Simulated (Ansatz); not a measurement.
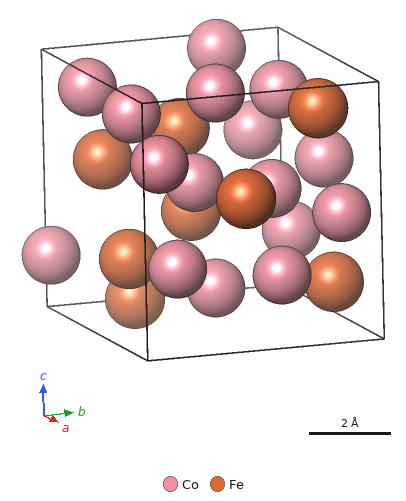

Starting frame of a dynamics run of an amorphous cell of composition FeCo$_{2}$ (24 atoms in the cell). Style: spheres-only. Shown: the simulation cell, slightly off an axis.

All numbers below come from Ansatz 0.2.0, DFT PBE, scalar-relativistic, plane waves, PAW.

Input file:
```yaml
crystal:
  lattice:
    - [6.685024, 0.006599, -0.19647]
    - [0.006599, 6.29341, 0.020057]
    - [-0.19647, 0.020057, 6.445154]
  atoms:
    - { symbol: Co, position: [0.4545249708, 0.5173543488, 0.1206087319] }
    - { symbol: Co, position: [0.5505398837, 0.3966500495, 0.5608032511] }
    - { symbol: Co, position: [0.7496065182, 0.2340573524, 0.2802470414] }
    - { symbol: Co, position: [0.8581732071, 0.8857628108, 0.4670960395] }
    - { symbol: Co, position: [0.3401067685, 0.8889893031, 0.289795003] }
    - { symbol: Co, position: [0.5167559337, 0.775818973, 0.8834031257] }
    - { symbol: Co, position: [0.5753272891, 0.1267325732, 0.8555037485] }
    - { symbol: Co, position: [0.8789670998, 0.1126502531, 0.7247437118] }
    - { symbol: Co, position: [0.6192047449, 0.6946673576, 0.5269316819] }
    - { symbol: Co, position: [0.0148570431, 0.0099484906, 0.1985218861] }
    - { symbol: Co, position: [0.2537731847, 0.0786442161, 0.895769968] }
    - { symbol: Co, position: [0.1591855823, 0.6666399063, 0.9768251767] }
    - { symbol: Co, position: [0.7121329017, 0.4258801839, 0.9401682406] }
    - { symbol: Co, position: [0.4479407463, 0.9887858586, 0.5836469541] }
    - { symbol: Co, position: [0.862892966, 0.6268726834, 0.2476306975] }
    - { symbol: Co, position: [0.146693828, 0.817526361, 0.6445798729] }
    - { symbol: Fe, position: [0.6722998828, 0.9240298643, 0.1559295419] }
    - { symbol: Fe, position: [0.3220071362, 0.4352075465, 0.7206492766] }
    - { symbol: Fe, position: [0.9409805899, 0.4492823231, 0.5751983599] }
    - { symbol: Fe, position: [0.0410923163, 0.3486650405, 0.0058346306] }
    - { symbol: Fe, position: [0.1631268404, 0.1753085874, 0.588073598] }
    - { symbol: Fe, position: [0.2085319805, 0.5232291014, 0.3681930303] }
    - { symbol: Fe, position: [0.8550612809, 0.7977907592, 0.8795260384] }
    - { symbol: Fe, position: [0.304172677, 0.21669664, 0.2273402541] }
  symmetry: { detect: false }
basis:
  ecutwfc: 420
  xc_grid: 1
kpoints:
  mp_grid: { grid: [1, 1, 1], shift: [0.25, 0.25, 0.25] }
hamiltonian:
  xc: pbe
scf:
  occupations: { method: fermi_dirac, width: 0.2223 }
  lower_state_search: "off"
  convergence: { dr2_threshold: 1.0e-05 }
output:
  forces: true
  stress: true
md:
  timestep: 3.0
  n_steps: 24
  ensemble: nvt_langevin
  friction: 0.005
  temperature: 2580.0
  initial_velocities: maxwell_boltzmann
  seed: 89961
```

Command:
```bash
ansatz run input.yaml --threads 2 --pin off --max-ram 5120MiB --backend cpu --events-out ev --progress --plain --runs-dir out
```

> What does the trajectory do?

Over the second half the temperature averages 2323 K (spread ±200 K). The potential energy is still drifting at the end, so the run hasn't reached equilibrium. The potential energy in the second half lies on average 21.0 meV per atom below the first frame. The mean pressure there is 9.9 GPa. In the second half of the run the atoms are, in the root-mean-square, this far from where they began (common drift taken out): Co 0.52 Å, Fe 0.43 Å. The run lasts only 72 fs, too short to tell vibration from diffusion.

Along the run (each row but the first and the last is the mean over the interval that it begins):

```csv
time (fs),potential energy (meV/atom),T (K),p (GPa)
0.0,0.0,2472,10.7
9.0,-34.5,2828,9.9
18.0,-60.6,3101,9.3
27.0,-74.6,2806,8.5
36.0,-64.0,2562,8.5
45.0,-30.7,2459,9.6
54.0,-4.2,2251,10.4
63.0,6.2,2098,10.7
72.0,5.1,2087,10.7
```

The paths of the atoms:

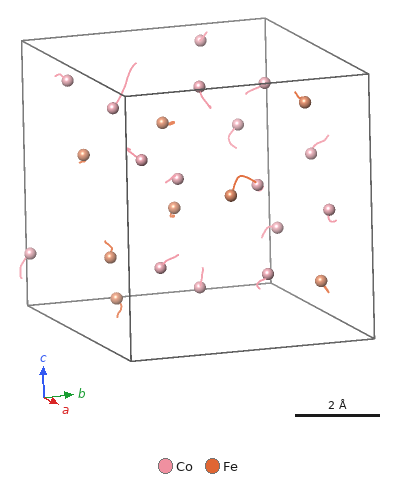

Limits of the set-up: the k-point mesh is coarse for a cell with partly filled bands; the periodic images lie only 6.3 Å apart, so the values are limited by the cell's size.
